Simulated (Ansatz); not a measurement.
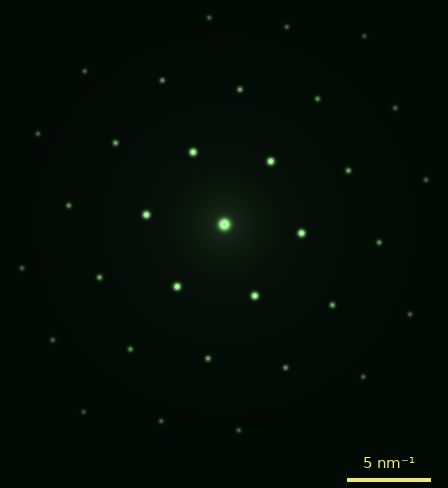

The pattern is a kinematic simulation for 80 kV electrons (no multiple scattering; isotropic B = 1 Å²).

Phase: Li, space group Fd-3m (No. 227), a = 6.00 Å. Structure: the geometry relaxed with Ansatz, DFT, RPBE, plane waves (420 eV) with PAW, scalar-relativistic; the starting structure was generated, so it need not be a known form of this composition.

```tsv
atom	site	symmetry	x	y	z
Li	8b	-43m	0.2500	0.2500	0.7500
```

Measure the pattern against the scale bar and name the zone.

Answer. The spots form a hexagonal net with both shortest vectors at d = 2.12 Å, 60.0° apart. They index as -2 2 0 and -2 0 2, so the zone axis is [111] (or an equivalent direction of <111>).

Which reflections of this zone are missing, and why?

Answer. The lattice centring (F) removes all reflections that break h + k = 2n, h + l = 2n.

List the strongest reflections.

Answer. Strongest reflections with d > 0.80 Å, one of each family (|F|² from tabulated Gaussian fits of the electron scattering factors, times a small damping for the curvature of the Ewald sphere):

```csv
hkl,d (Å),I (strongest = 100)
2 0 -2,2.123,100
4 -2 -2,1.225,15
4 0 -4,1.061,9
6 -2 -4,0.802,3
```
